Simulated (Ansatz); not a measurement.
Structure of Zn:

```cif
data_structure
_symmetry_space_group_name_H-M 'P6_3/mmc'
_symmetry_Int_Tables_number 194
_cell_length_a 2.5516
_cell_length_b 2.5516
_cell_length_c 4.8489
_cell_angle_alpha 90.000
_cell_angle_beta 90.000
_cell_angle_gamma 120.000
_cell_volume 27.34
loop_
_atom_site_label
_atom_site_type_symbol
_atom_site_symmetry_multiplicity
_atom_site_Wyckoff_symbol
_atom_site_fract_x
_atom_site_fract_y
_atom_site_fract_z
_atom_site_occupancy
Zn1 Zn 2 d 0.33333 0.66667 0.75000 1
```

It is based on coordinates from a relaxation with Ansatz 0.2.0, DFT LDA, scalar-relativistic, plane waves, PAW.

Q: Predict radii and indices of the first 5 visible rings (3 % of the strongest or more) for λ = 0.3100 Å and a flat detector at 320 mm.

A:
```csv
ring,radius,2θ (°),d (Å),hkl
1,41.2 mm,7.33,2.42,002
2,45.2 mm,8.04,2.21,100
3,49.8 mm,8.84,2.01,101
4,61.6 mm,10.89,1.633,102
5,77.7 mm,13.65,1.305,103
```

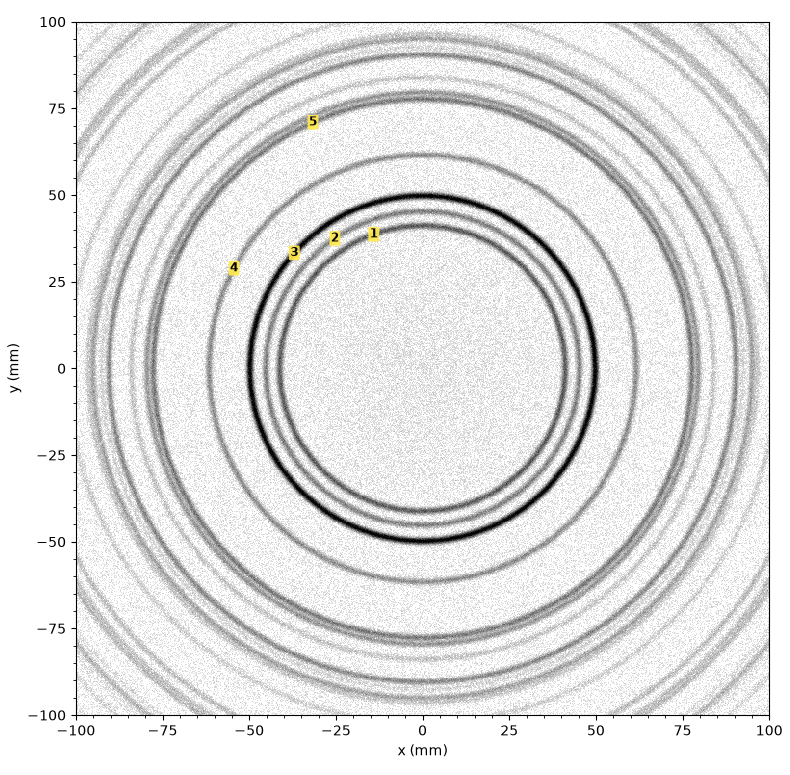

Simulated X-ray powder rings on a flat area detector normal to the beam: λ = 0.3100 Å, sample-to-detector distance 320 mm, axes in mm from the beam centre, for a fine-grained powder without texture. Kinematic intensities with B = 0.3 Å² for all atoms, without absorption; brightness goes as intensity to the power 0.5, clipped at the top, with counting noise. Reflections closer than the ring width show as one ring. The numbers mark the rings of the table.
